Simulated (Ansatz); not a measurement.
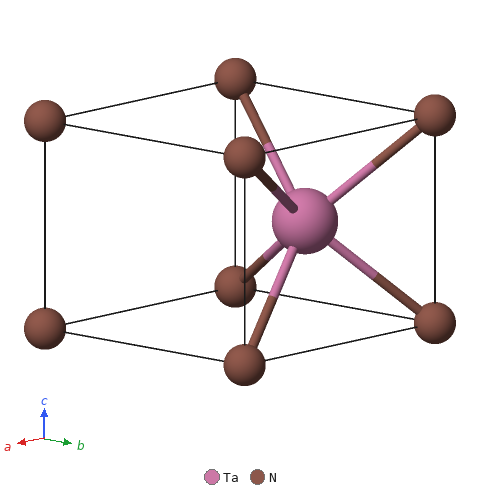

TaN, space group P-6m2 (No. 187), a = 2.929 Å, b = 2.929 Å, c = 2.881 Å, α = 90.00°, β = 90.00°, γ = 120.00°

```
site  Wyckoff       x       y       z
  Ta       1d  0.3333  0.6667  0.5000
   N       1a  0.0000  0.0000  0.0000
```

Origin: the end point of a relaxation with DFT PBE+D3(BJ), scalar-relativistic, plane waves, PAW in Ansatz.

Q: Compute the Voronoi cell of each site (no radii): faces and volume.

A:
```
site  faces above 1 % of the sphere  volume (Å³)  solid angle by neighbour (%)
  Ta                             14        10.70                    N 82 Ta 18
   N                             14        10.70                    Ta 82 N 18
```

Weighted by multiplicity the volumes add up to the cell volume, 21.4 Å³.

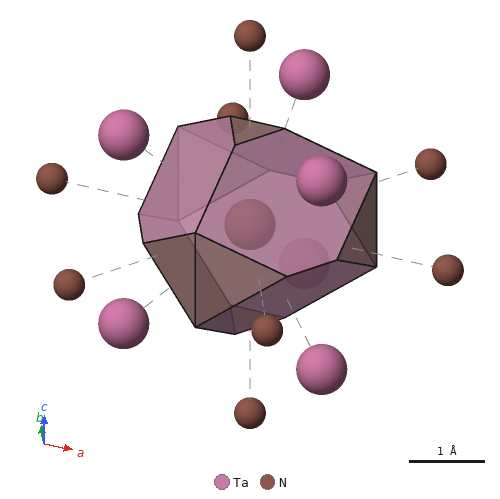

The computed Voronoi cell of N, with the neighbours that bound it.
